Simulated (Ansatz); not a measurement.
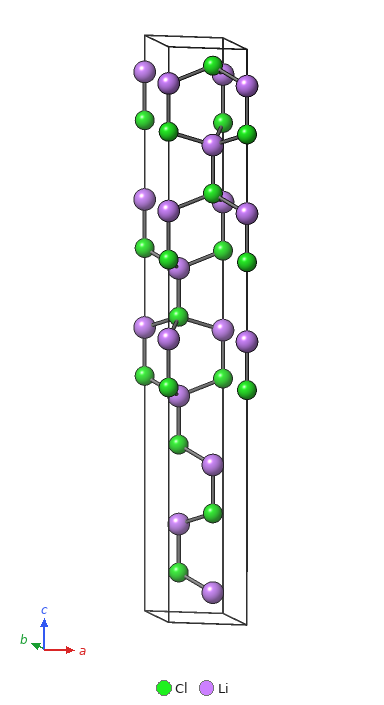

This ball-and-stick model is shown slightly off an axis. Lines trace the edges of the drawn cell (a repeat of the simulation cell). Cell: a = 3.92 Å, b = 3.92 Å, c = 28.41 Å, α = 90.03°, β = 90.00°, γ = 120.01°.

Provenance: a structure type filled with these elements by a generator (whether the compound takes this form wasn't checked). Earlier steps of the study may have refined or changed the cell and positions. A calculation with Ansatz used it as input.

What is this?

Answer. The formula is LiCl. Within 0.01 Å the space group is R3m (No. 160), rhombohedral (trigonal R). Cell content: 9 Li, 9 Cl, that is 9 formula units. The Cl atoms are each bonded to four Li in a tetrahedral arrangement at about 2.4 Å. Each Li atom is coordinated by four Cl in a tetrahedral arrangement at about 2.4 Å. The bonds build a three-dimensional framework.

Electronic-structure method: DFT PBE, scalar-relativistic, plane waves, PAW (Ansatz 0.2.0). Parameters: plane-wave cutoff 420 eV, k-points about 0.23 Å⁻¹ apart, Gaussian smearing of 0.02 eV, no spin polarisation.

Is the electronic structure metallic or gapped?

Answer. An insulator at this level, with a gap of 5.94 eV, direct.

State the Bader charges by element.

Answer. Li +0.89 e; Cl -0.89 e.

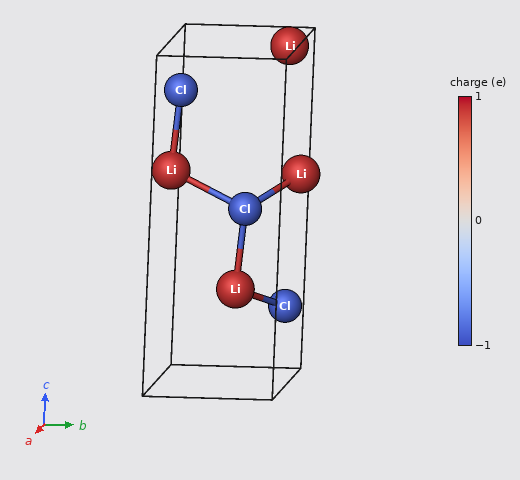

The atoms coloured by those charges. The run's cell of 6 atoms is drawn in a reduced setting, so axes and origin can differ from the first picture.

Is this an equilibrium geometry for the method given?

Answer. Yes. All forces vanish to within 0.01 eV/Å. The pressure is 0.0 GPa, close to zero.
